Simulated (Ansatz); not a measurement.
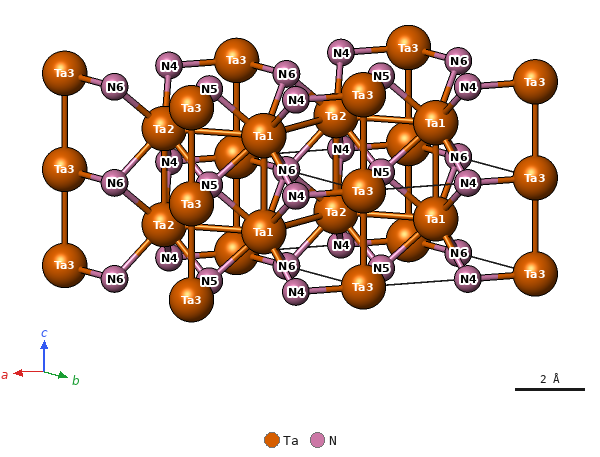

*The input geometry (ball-and-stick view of the cell of the calculation, repeated 2 × 1 × 2, seen at an oblique angle; atoms are numbered from 1 in the order of the input).*

Single-point calculation of TaN (part 1 of 3)

System: TaN (P-62m, 6 atoms in the cell).
Method: DFT LDA+U, scalar-relativistic, plane waves, PAW, Ueff = 3 eV on Ta atom 1 d; Ueff = 3 eV on Ta atom 2 d; Ueff = 3 eV on Ta atom 3 d, spin-polarised (Ansatz 0.2.0).

The structure derives from an entry of the Crystallography Open Database. It belongs to a series of runs on one base structure; here: random orbitals: harmonics, high filling. Figures and captions count atoms from 1; the log counts them from 0 in places.

What the program printed
```
Warning: crystal.symmetry: narrowed to the stabiliser of the occupation matrices — unitary ops 12 → 2; lowered by the specified shells (site 0, l: d), (site 1, l: d), (site 2, l: d); largest admitted image defect 1.3e-15, smallest excluded 7.1e-1 — at a splitting's scale: the group the occupation matrices' own texture admits
Ta: projections on atomic orbitals take those of the free atom [Kr 4d10 4f14] 5s2 5p6 5d3 6s2, of charge +0.00 (hamiltonian.pseudopotentials.projection_atoms); the dataset's partial waves leave at most 6.0e-5 of an orbital's norm unspanned inside its sphere
N: projections on atomic orbitals take those of the free atom [He] 2s2 2p3, of charge +0.00 (hamiltonian.pseudopotentials.projection_atoms); the dataset's partial waves leave at most 9.3e-9 of an orbital's norm unspanned inside its sphere
Engine: ansatz 0.2.0, aarch64-unknown-linux-gnu
Pseudopotentials: kind: paw
Pseudopotential: Ta, paw, valence charge 13, recommended cutoff 420 eV (normal), Ta.paw.azcp
Pseudopotential: N, paw, valence charge 5, recommended cutoff 420 eV (normal), N.paw.azcp
Functional definition: SPW92
  exchange = slater_x
  correlation = pw_c
Crystal: 6 atoms, lattice volume = 68.063 Å³
Basis set: ecut = 420 eV, 1287 PW (Γ)
Bands: 36, of which v1, the nominal top of the filled ones, is band 27 counted from 1 (26 counted from 0)
Symmetry: 2 space group operations
k-points: 40 of 96 (time reversal used)
Non-local potential: Ta, projectors of the file, l = 0: 3, l = 1: 2, l = 2: 2, l = 3: 1
Non-local potential: N, projectors of the file, l = 0: 2, l = 1: 2, l = 2: 1
PAW form: soft (Blöchl's): semilocal exchange-correlation on the pseudo side does not see the compensation charge
PAW frozen core: Ta, regenerated for the run's functional, and the local potential with it (the file was generated under x = pbe(κ = 0.804, μ = 0.2195149727645171), c = pbe(β = 0.06672455060314922))
PAW frozen core: N, regenerated for the run's functional, and the local potential with it (the file was generated under x = pbe(κ = 0.804, μ = 0.2195149727645171), c = pbe(β = 0.06672455060314922))
PAW one-centre angular grid: Ta, 590 points (default); XC on 64 Gauss nodes
PAW one-centre angular grid: N, 110 points (default); XC on 64 Gauss nodes
Initial density: superposition of atomic densities (chi_scale 0.1, normalization cell, long waves kept (reshape's long-wave potential 0.01 eV rms))
Starting moments: Σ|m| = 6 μB on 3 of 6 sites
Initial wavefunctions: pseudopotential atomic-orbital guess
Functional: x = slater, c = lda
```
